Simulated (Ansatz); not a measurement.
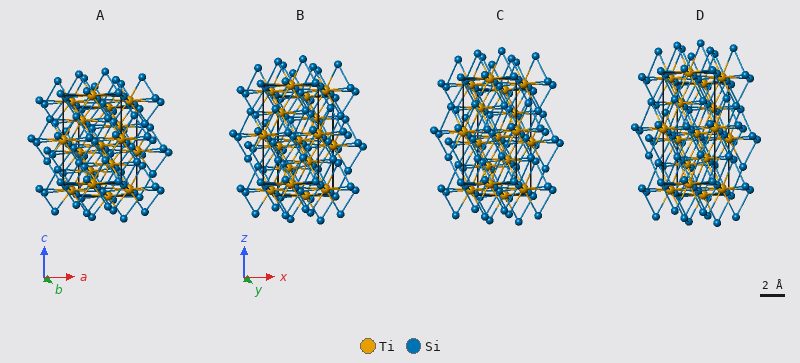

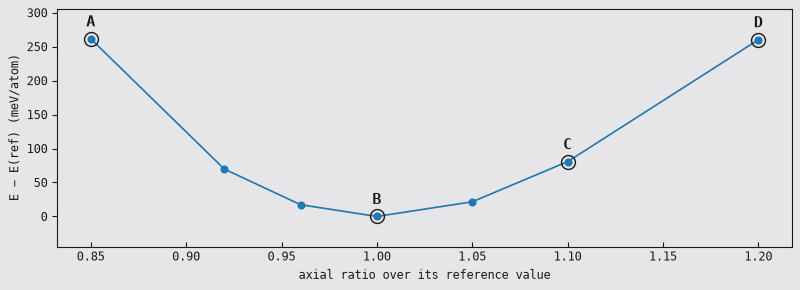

A scan of a crystal of TiSi2 (Fddd): the ratio of the cell's length along z to its lengths across, counted as 1 for the reference, is changed at fixed volume (a c/a path), with the atoms kept at their fractional coordinates. x, y and z are the Cartesian axes of the input. The lettered frames are marked on the plot. The picture is a ball-and-stick view of the conventional cell (4 times the calculation's cell), seen along the b axis, with a slight tilt. Lengths and directions refer to the drawn axes.

The calculation used DFT PBEsol, scalar-relativistic, plane waves, PAW (Ansatz 0.2.0). Settings: plane-wave cutoff 420 eV; k-point mesh 14 × 14 × 14; occupations gaussian; smearing width 0.15 eV; no spin polarisation. Energies (free energies at the smearing named) are counted from the relaxed crystal.

### What does the scan show?

The lowest computed point lies at the relative ratio 1.00 (0.0 meV/atom). The end points stand at 261.6 meV/atom (0.85) and 260.2 meV/atom (1.20). The distortion keeps the space group Fddd. At the relative ratio 1.20 the cell of the drawing goes a 4.762 → 4.481 Å, b 8.182 → 7.700 Å, c 8.496 → 9.594 Å.
